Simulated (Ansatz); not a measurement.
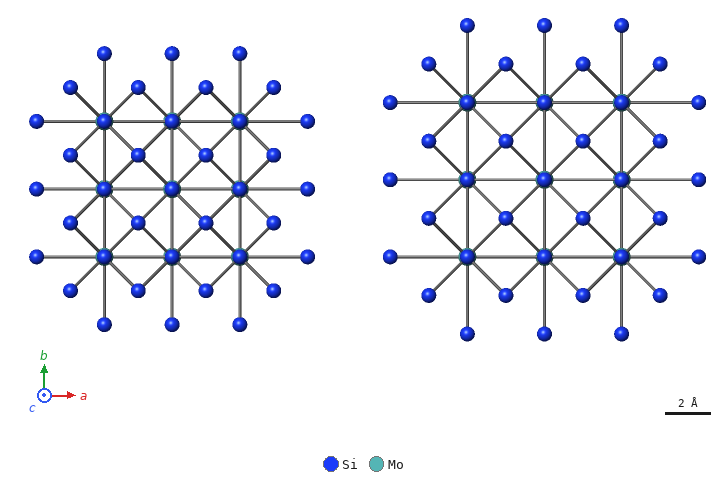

Two geometries of crystalline Si₃Mo (a generated structure, set up in Fm-3m) (coarse preliminary run), drawn at one scale. One is the start of a relaxation, the other its converged end. The picture is a ball-and-stick view of the conventional cell (4 times the calculation's cell), seen along the c axis. Lengths and directions refer to the drawn axes.

The calculation used Ansatz 0.2.0, DFT PBE, scalar-relativistic, plane waves, PAW. Set-up: plane-wave cutoff 420 eV; k-point mesh 4 × 4 × 4; occupations gaussian; smearing width 0.1 eV; no spin polarisation; cell and atoms relaxed; force threshold 0.04 eV/Å; at most 70 steps.

> Which geometry has the lower energy?

The left one is the relaxed one. No atom moves by more than 0.005 Å relative to the cell. Cell: a = b = c 6.973 → 6.125 Å (−12.2 %). Volume −32.2 %. Among the contacts that change: Si–Si 3.487 → 3.063 Å, Mo–Si 3.487 → 3.063 Å, Mo–Si 3.020 → 2.652 Å, Si–Si 3.020 → 2.652 Å. The space group stays Fm-3m (No. 225). After 5 accepted moves (6 points after the start) the energy has fallen by 680 meV per atom. All forces vanish by symmetry, so only the cell relaxes. The pressure goes from −22.71 to 0.00 GPa. The SCF was repeated once at an unchanged geometry on a basis and grid sized afresh for the cell, which shifted the energy by 0.4 meV per atom at most. The run took 7.6 s on 1 thread of Intel(R) Xeon(R) Processor @ 2.70GHz, on a shared host, peak memory 0.36 GiB.
